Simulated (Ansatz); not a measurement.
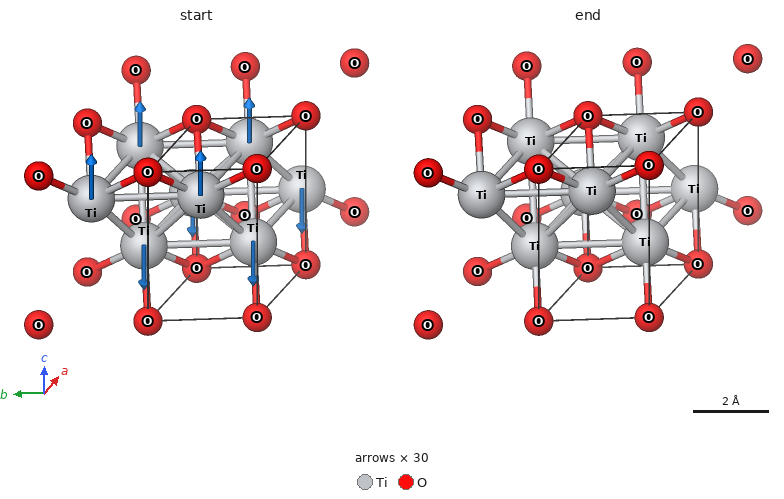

The structure of a crystal of Ti$_{2}$O (set up in P-3m1) before (left) and after (right) a relaxation, at one scale. The blue arrows give the displacements (the part carried along by the change of the cell is left out), magnified 30 times.

A ball-and-stick model of the cell of the calculation, repeated 2 × 2 × 1 with one cell outlined, seen from a free direction.

Case: relaxed functional: r2SCAN.

These are results of DFT r2SCAN, scalar-relativistic, plane waves, PAW (Ansatz 0.2.0), not measurements.

The input:
```yaml
crystal:
  lattice:
    - [2.9193980238, 0.0, 0.0]
    - [-1.4596990119, 2.5282728524, 0.0]
    - [0.0, 0.0, 4.713]
  atoms:
    - { symbol: Ti, position: [0.6666666667, 0.3333333333, 0.27874] }
    - { symbol: Ti, position: [0.3333333333, 0.6666666667, 0.72126] }
    - { symbol: O, position: [0.0, 0.0, 0.0] }
basis:
  ecutwfc: 500
kpoints:
  mp_grid: { grid: [18, 18, 10] }
hamiltonian:
  xc: r2scan
scf:
  occupations: { method: gaussian, width: 0.1 }
output:
  forces: true
  stress: true
  eigenvalues: true
relax:
  adjacent_minimum: "off"
  f_tol: 0.01
  max_steps: 60
  cell: { stress_tol: 0.05 }
```

Command:
```bash
ansatz run input.yaml --threads 1 --pin off --max-ram 2560MiB --backend cpu --events-out ev --progress --plain --runs-dir out
```

Question: Describe what moved and what it gained.

Answer: The energy falls by 30.6 meV per atom in 4 accepted moves (5 points after the start). Largest force component: 1 eV/Å at the start, 0.00062 eV/Å at the end. The pressure goes from 9.02 to 0.00 GPa. At 1 point the geometry stayed and the basis and grid were re-selected for the new cell (energy shift of 0.4 meV per atom at most each time). The largest moves relative to the cell, 0.047 Å, are those of Ti1 and Ti2. Ti2 goes along +c. O stays in place. Cell: a = b 2.919 → 2.952 Å (+1.1 %), c 4.713 → 4.813 Å (+2.1 %). Volume +4.4 %. Some distances before and after: Ti1–Ti2 2.682 → 2.802 Å, Ti1–Ti1 2.919 → 2.952 Å, Ti1–Ti2 (another image) 3.122 → 3.099 Å. The space group stays P-3m1 (No. 164). Cost: 5.6 min on 1 thread of Intel(R) Xeon(R) Processor @ 2.50GHz (Skylake/Cascade Lake), with other jobs on the host, peak memory 0.65 GiB.
